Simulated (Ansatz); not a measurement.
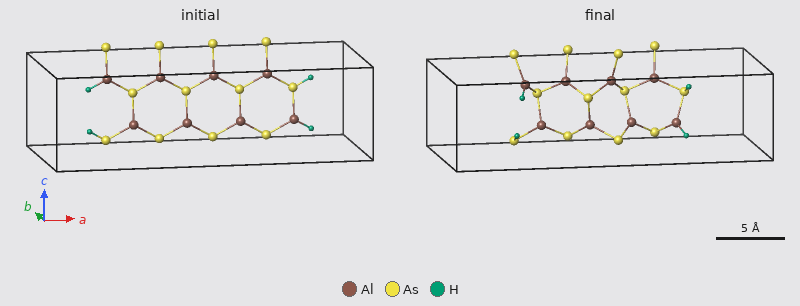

The structure of a wire of composition Al₂As₂H before (left) and after (right) a relaxation, at one scale.

A ball-and-stick model of the cell of the calculation, with the vacuum cut short, seen slightly off an axis.

Case: armchair ribbon, 8 formula units a period, edges capped with H.

Theory: Ansatz, DFT PBE, scalar-relativistic, plane waves, PAW.

The input:
```yaml
crystal:
  lattice:
    - [25.9, 0.0, 0.0]
    - [0.0, 9.7, 0.0]
    - [0.0, 0.0, 7.0291140696]
  atoms:
    - { symbol: Al, position: [0.7742068176, 0.4774173181, 0.3333333333] }
    - { symbol: Al, position: [0.6175172075, 0.4774173181, 0.3333333333] }
    - { symbol: Al, position: [0.6958620126, 0.4774173181, 0.8333333333] }
    - { symbol: Al, position: [0.4608275975, 0.4774173181, 0.3333333333] }
    - { symbol: Al, position: [0.5391724025, 0.4774173181, 0.8333333333] }
    - { symbol: Al, position: [0.3041379874, 0.4774173181, 0.3333333333] }
    - { symbol: Al, position: [0.3824827925, 0.4774173181, 0.8333333333] }
    - { symbol: Al, position: [0.2257931824, 0.4774173181, 0.8333333333] }
    - { symbol: As, position: [0.6958620126, 0.5225826819, 0.1666666667] }
    - { symbol: As, position: [0.7742068176, 0.5225826819, 0.6666666667] }
    - { symbol: As, position: [0.5391724025, 0.5225826819, 0.1666666667] }
    - { symbol: As, position: [0.6175172075, 0.5225826819, 0.6666666667] }
    - { symbol: As, position: [0.3824827925, 0.5225826819, 0.1666666667] }
    - { symbol: As, position: [0.4608275975, 0.5225826819, 0.6666666667] }
    - { symbol: As, position: [0.2257931824, 0.5225826819, 0.1666666667] }
    - { symbol: As, position: [0.3041379874, 0.5225826819, 0.6666666667] }
    - { symbol: H, position: [0.8267950599, 0.5077341604, 0.2214598395] }
    - { symbol: H, position: [0.1732049401, 0.5077341604, 0.7214598395] }
    - { symbol: H, position: [0.8241656478, 0.4937816817, 0.7729464858] }
    - { symbol: H, position: [0.1758343522, 0.4937816817, 0.2729464858] }
basis:
  ecutwfc: 420
kpoints:
  mp_grid: { grid: [1, 1, 5] }
hamiltonian:
  xc: pbe
scf:
  occupations: { method: gaussian, width: 0.05 }
output:
  forces: true
  stress: true
  eigenvalues: true
  populations: true
  write_density: true
  write_potential: true
  elf: true
  volumetric_format: npy
relax:
  adjacent_minimum: "off"
  f_tol: 0.02
  max_steps: 45
  cell: { fix: [a, b, alpha, beta, gamma], stress_tol: 0.03 }
```

Launched with:
```bash
ansatz run input.yaml --threads 4 --pin off --max-ram 11264MiB --backend cpu --events-out ev --progress --plain --runs-dir out
```

Q: Summarise the run.

A: The relaxation stopped without meeting its thresholds, so the last structure isn't shown to be converged. It used up its limit of 45 steps. Over 41 accepted moves (44 points after the start) the energy falls by 1.695 eV per cell of the calculation. Largest force component: 0.34 eV/Å at the start, 0.024 eV/Å at the end. The line search rejected the trial steps at points 5, 38, 42 of the run. The largest moves relative to the centre of the atoms, 2.80 Å, are those of H17 and H18. Largest moves by element: H 2.80 Å, As 1.49 Å, Al 1.36 Å. Along the periodic axis the drawn cell goes c 7.029 → 6.526 Å (−7.2 %). Some distances before and after: Al3–As10 2.384 → 2.449 Å, Al2–As12 2.384 → 2.427 Å, Al1–As10 2.384 → 2.420 Å, Al2–As11 2.384 → 2.413 Å. Among the angles between lasting bonds that change: Al7–As16–Al8 116.7° → 87.3°, Al5–As14–Al7 116.7° → 88.8°, Al6–As15–H20 116.7° → 93.2°. Cost: 18 min on 4 threads of Arm Neoverse V1 (shared host), peak memory 2.5 GiB.
